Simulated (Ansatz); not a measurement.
Ni. A set of calculations on one system.

Space group Fm-3m; spin-polarised. Net moment 0.6 μB in the 1-atom cell of the calculation; other magnetic orders weren't tried.

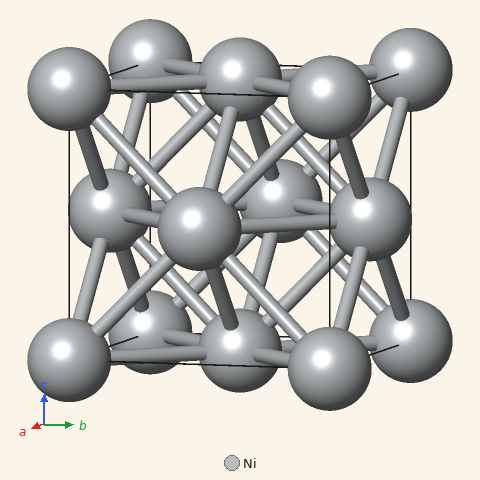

The conventional cell.

```
Ni
1.0
     3.52387    0.00000    0.00000
     0.00000    3.52387    0.00000
     0.00000    0.00000    3.52387
Ni
4
Direct
  0.00000 0.00000 0.00000
  0.50000 0.50000 0.00000
  0.50000 0.00000 0.50000
  0.00000 0.50000 0.50000
```

All numbers below come from Ansatz, DFT PBE, scalar-relativistic, plane waves, PAW.

Core electrons are frozen (PAW), so the maps are meaningful between the atoms, not at the nuclei.

### 1. Bonding charge

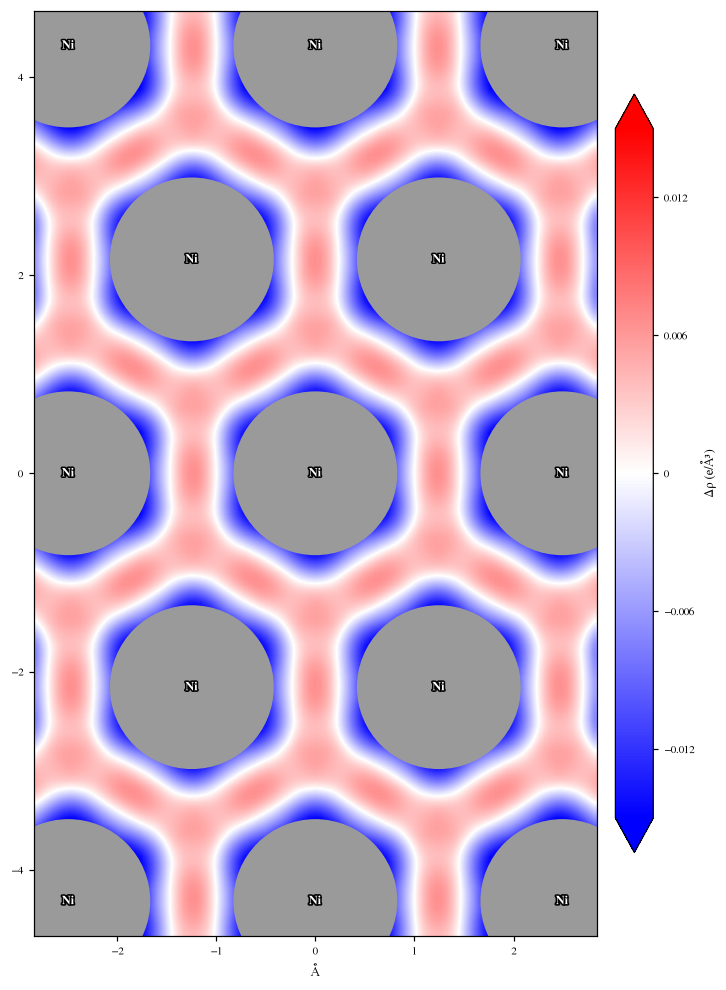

Bonding charge density, ρ(crystal) − Σ ρ(neutral atoms): a map on the (111) plane of the conventional cell, with grey discs over the atomic cores. Cores are masked to 0.8 Å (Ni).

Read the map: where is density gained and where lost?

Answer. Ni–Ni (2.49 Å): Δρ is +0.007 e/Å³ at the midpoint. Over the whole cell, outside the masked cores, the largest gain, 0.012 e/Å³, lies 1.5 Å from a nickel nucleus, and the largest loss lies at the edge of the masked core of Ni. In all about 0.07 e an atom is rearranged against the free atoms.

### 2. States by energy

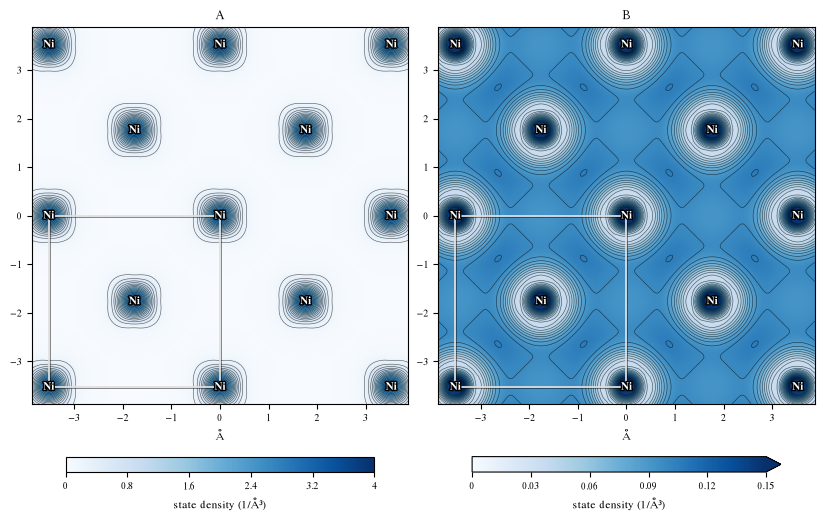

Ni: densities of the states in two energy windows, on the (010) plane of the conventional cell.

The windows, about the Fermi level, are −9.2 to −6.1 eV and 0.0 to +1.2 eV. Which panel shows which?

Answer. Panel A: 0.0 to +1.2 eV, the empty states just over the Fermi level, mainly Ni 3d (90 %) and Ni 4s (10 %).
Panel B: −9.2 to −6.1 eV, the lower third of the occupied valence band, mainly Ni 4s (95 %).
The characters are Löwdin shares on a minimal set of atomic orbitals.

### 3. Change of volume

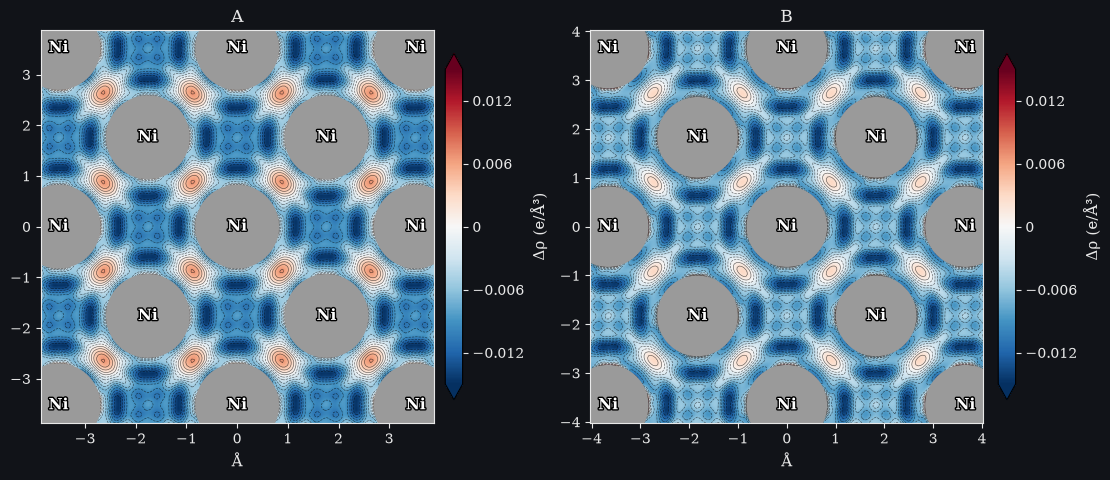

Ni: deformation density on the (010) plane of the conventional cell at two volumes, with the same fractional coordinates and one colour scale. Grey discs cover the cores.

How do the two volumes compare, and how does the bonding charge respond?

Answer. B is the larger cell: B has 112 % of the volume of A. From A to B, Ni–Ni goes from 2.49 to 2.59 Å, and Δρ at its midpoint from +0.007 to about zero e/Å³. The pressure is −1 GPa in A and −17 GPa in B. The rearranged charge is 0.07 e an atom in A and 0.08 e in B. The net moment is 0.60 μB a cell in A and 0.70 μB in B.

### 4. Putting it together

The two pressures give a mean stiffness −ΔP/Δln V of about 143 GPa over this range, with the atoms held at their fractional positions.
